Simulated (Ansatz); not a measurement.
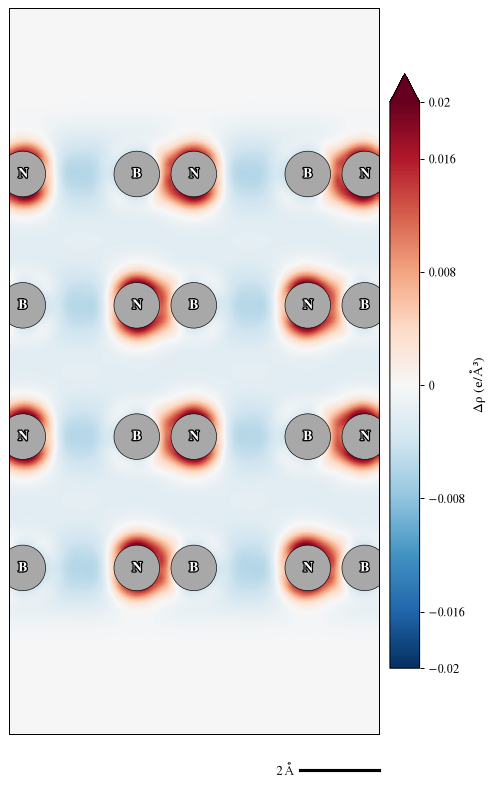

BN (slab). Difference of the valence pseudo-densities of two functionals at the same geometry, on the (110) plane of the calculation cell, a cut from vacuum to vacuum: one of PBEsol and REVPBE less the other.

Both computed with Ansatz (plane waves, PAW), on the same k-point mesh. Grey discs cover the atomic cores.

Q: Which was subtracted from which, and what does the map show?

A: It is REVPBE less PBEsol. Against PBEsol, REVPBE gives more density around N (+0.007 e/Å³ on average at 0.8 Å from the nucleus) and a change of +0.010 e/Å³ at the midpoint of B–N.
